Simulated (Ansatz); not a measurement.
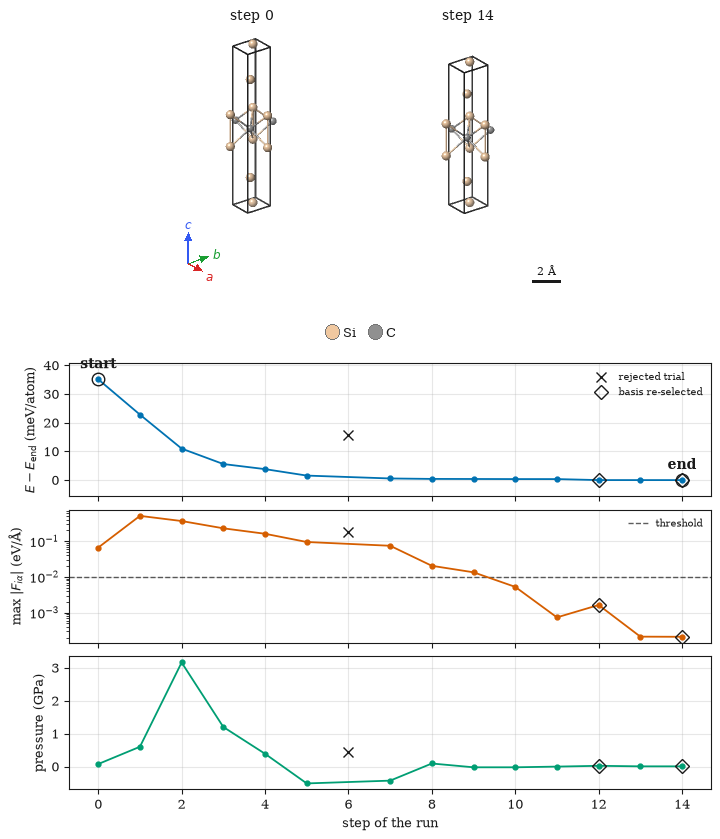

First and last geometry of a relaxation of solid Si$_{5}$C (a generated structure, set up in P-6m2), with the history of the run. A ball-and-stick model of the cell of the calculation, seen slightly off an axis.

Theory: Ansatz, DFT PBE, scalar-relativistic, plane waves, PAW.

Input file:
```yaml
crystal:
  lattice:
    - [2.7720107816, 0.0, 0.0]
    - [-1.3860053908, 2.4006317564, 0.0]
    - [0.0, 0.0, 12.0458185363]
  atoms:
    - { symbol: Si, position: [0.3333333333, 0.6666666667, 0.6005728035] }
    - { symbol: Si, position: [0.3333333333, 0.6666666667, 0.0] }
    - { symbol: Si, position: [0.3333333333, 0.6666666667, 0.3994271965] }
    - { symbol: Si, position: [0.6666666667, 0.3333333333, 0.8086784392] }
    - { symbol: Si, position: [0.6666666667, 0.3333333333, 0.1913215608] }
    - { symbol: C, position: [0.6666666667, 0.3333333333, 0.5] }
basis:
  ecutwfc: 420
kpoints:
  mp_grid: { grid: [18, 18, 4] }
hamiltonian:
  xc: pbe
scf:
  occupations: { method: gaussian, width: 0.1 }
output:
  forces: true
  stress: true
  eigenvalues: true
relax:
  adjacent_minimum: "off"
  f_tol: 0.01
  max_steps: 80
  cell: { stress_tol: 0.05 }
```

Command:
```bash
ansatz run input.yaml --threads 1 --pin off --max-ram 2560MiB --backend cpu --events-out ev --progress --plain --runs-dir out
```

### What do the curves and the structures tell?

It converged. After 11 accepted moves (14 points after the start) the energy has fallen by 35.1 meV per atom. Largest force component: 0.066 eV/Å at the start, 0.00021 eV/Å at the end. Pressure: 0.08 GPa at the start and 0.01 GPa at the end. The line search rejected the trial step at point 6 of the run. At 2 points the geometry stayed and the basis and grid were re-selected for the new cell (energy shift of 0.3 meV per atom at most each time). The largest moves relative to the cell, 0.14 Å, are those of Si1 and Si3. Si3 goes along −c. C stays in place. Cell: a = b 2.772 → 2.889 Å (+4.2 %), c 12.046 → 10.681 Å (−11.3 %). Volume −3.7 %. Some distances before and after: Si1–C6 2.007 → 2.065 Å, Si1–Si3 2.423 → 2.433 Å. Bond angles that change, for instance: Si1–C6–Si3 74.2° → 72.2°. The space group stays P-6m2 (No. 187).

```tsv
step	E − E(0), meV/atom	largest force component, eV/Å	pressure, GPa	volume, Å³/atom	note
0	0.00	0.0663	0.08	13.360	
1	-12.31	0.5119	0.60	13.101	
2	-24.16	0.3672	3.16	12.532	
3	-29.55	0.2298	1.20	12.808	
4	-31.32	0.1617	0.39	12.880	
5	-33.57	0.0951	-0.51	12.927	
6	-19.25	0.1837	0.44	12.860	rejected
7	-34.58	0.0746	-0.43	12.910	
8	-34.73	0.0205	0.10	12.858	
9	-34.76	0.0135	-0.02	12.872	
10	-34.79	0.0053	-0.02	12.872	
11	-34.79	0.0007	0.00	12.869	
12	-35.14	0.0016	0.02	12.869	same geometry, new basis
13	-35.14	0.0002	0.01	12.871	
14	-35.14	0.0002	0.01	12.871	same geometry, new basis
```

Limits of the set-up: layers or molecules are held without a dispersion correction, so their spacing is unreliable.
